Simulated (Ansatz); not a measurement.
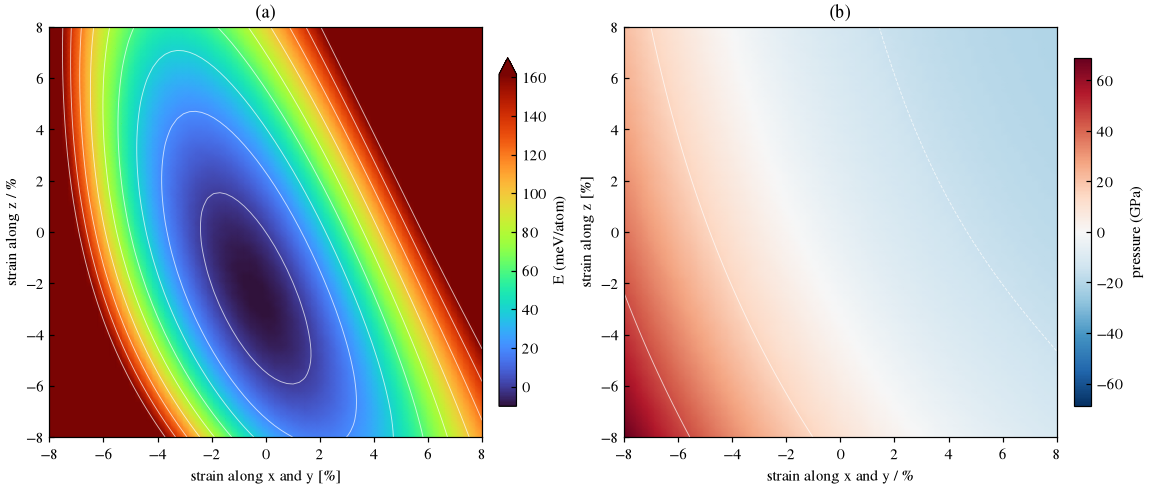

Au (Cmcm, No. 63; 2 atoms in the cell). The cell is strained homogeneously, by one strain along x and y and another along z, with fractional coordinates fixed (x along [1 0 0], z along [0 0 1] of the conventional cell). First axis: strain along x and y. Second axis: strain along z. The grid has 5 × 5 points. Points are written as (first, second). Energies: meV/atom, counted from the unstrained cell. The reference cell is the one listed in the database, not relaxed at this level. Computed with DFT PBEsol, scalar-relativistic, plane waves, PAW in Ansatz 0.2.0. Settings: cutoff 420 eV, k-mesh 20×20×10 in the order of the run's cell vectors, gaussian smearing 0.15 eV, no spin polarisation.

Panel (a) is the energy and panel (b) the computed pressure on the same grid.

Drawn: a smooth colour map with a few white contour lines, one colour for all values above the top of the scale. Between grid points the surface is interpolated.

How does the pressure vary over the map, and what is it at the lowest grid point?

Answer. It runs from −21 GPa at (8 %, 8 %) to 69 GPa at (−8 %, −8 %). At the lowest grid point, (0 %, −4 %), it is 1 GPa.
